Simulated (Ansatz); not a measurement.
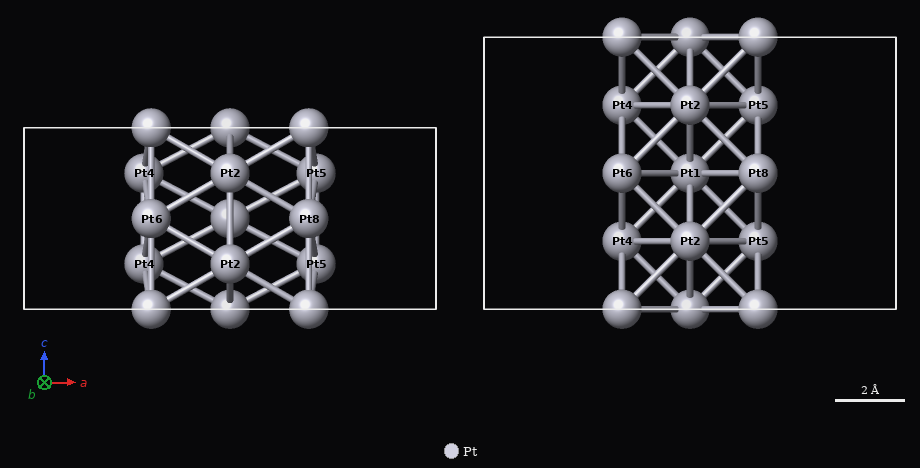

Two geometries of a wire of composition Pt, drawn at one scale. One is the start of a relaxation, the other its converged end. Style: ball-and-stick. Shown: the 2 repeat of the cell, with the vacuum cut short, along the b axis.

Level of theory: DFT PBE, scalar-relativistic, plane waves, PAW in Ansatz. Set-up: plane-wave cutoff 420 eV; k-point mesh 1 × 1 × 14; occupations gaussian; smearing width 0.05 eV; no spin polarisation; cell relaxed at fixed a, b, alpha, beta, gamma; force threshold 0.02 eV/Å; at most 45 steps.

> Which of the two is the end point?

The left one is the relaxed one. Case: wire along [0 0 1], 9 atoms a period. Over 12 accepted moves (14 points after the start) the energy falls by 4.288 eV per cell of the calculation. The largest force component goes from 1.2 to 0.01 eV/Å. The line search rejected the trial step at point 10 of the run. The SCF was repeated once at an unchanged geometry on a basis and grid sized afresh for the cell, which shifted the energy by 14.0 meV per cell of the calculation at most. The largest moves, 0.53 Å, are those of Pt atoms. Along the periodic axis the drawn cell goes c 7.940 → 5.293 Å (−33.3 %). Near-neighbour distances that change, for instance: Pt–Pt 3.970 → 2.646 Å, Pt–Pt 2.807 → 3.554 Å, Pt–Pt 2.807 → 3.251 Å, Pt–Pt 2.807 → 2.661 Å. New bonds form, among them: Pt–Pt (3.97 → 2.65 Å). Bond angles that change, for instance: Pt–Pt–Pt 90.0° → 55.5°, Pt–Pt–Pt 90.0° → 59.6°, Pt–Pt–Pt 90.0° → 119.5°.

Limits of the set-up: the k-point mesh is coarse for a cell with partly filled bands.
